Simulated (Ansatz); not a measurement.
Cell and atoms:

```yaml
crystal:
  lattice:
    - [2.86280, 0.00000, 0.00000]
    - [0.00000, 2.86280, 0.00000]
    - [0.00000, 0.00000, 2.86280]
  atoms:
    - { symbol: Al, position: [0.00000, 0.00000, 0.00000] }
    - { symbol: Co, position: [0.50000, 0.50000, 0.50000] }
```

### Interpret the file: composition, symmetry and coordination.

It has the composition AlCo. Space group: Pm-3m (No. 221). Lattice: primitive cubic. Its structure type: caesium chloride (CsCl, B2) type. Counting shared atoms by their share gives 1 Al, 1 Co, or 2 atoms. About every Al there are eight Co in a cubic arrangement at 2.48 Å. Each Co has eight Al in a cubic arrangement at 2.48 Å. The bonds build a three-dimensional framework.

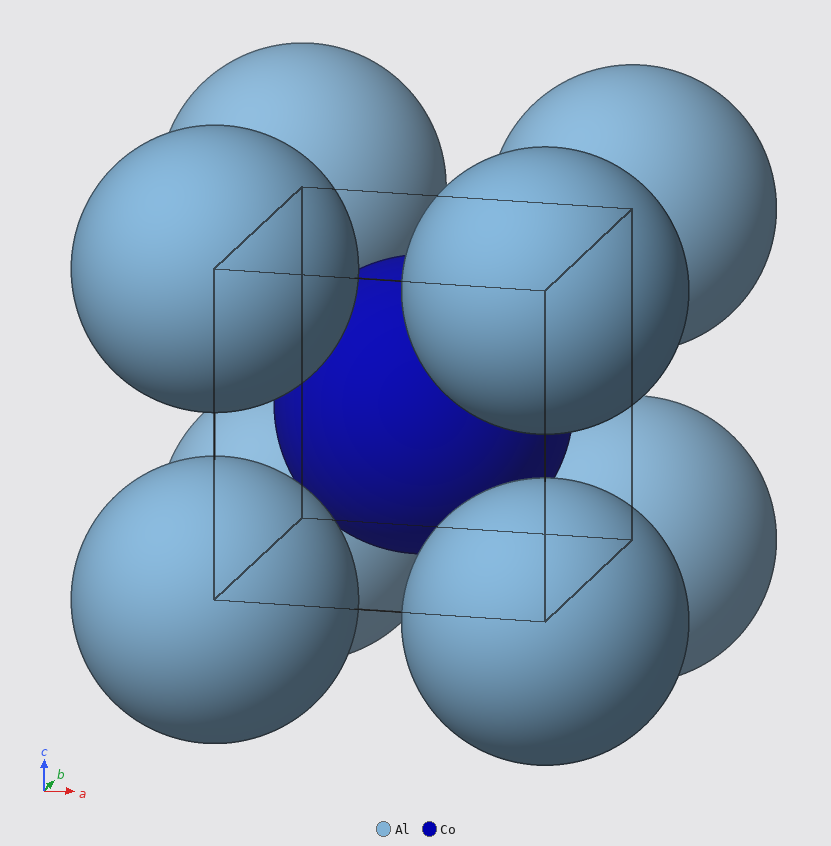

Structure drawing (space-filling), viewed slightly off an axis. The conventional unit cell is drawn as a box.

Starting structure: a structure listed in the Materials Project. It was relaxed with Ansatz 0.2.0, DFT PBE, scalar-relativistic, plane waves, PAW under a constraint or pressure on the cell, so some stress remains.
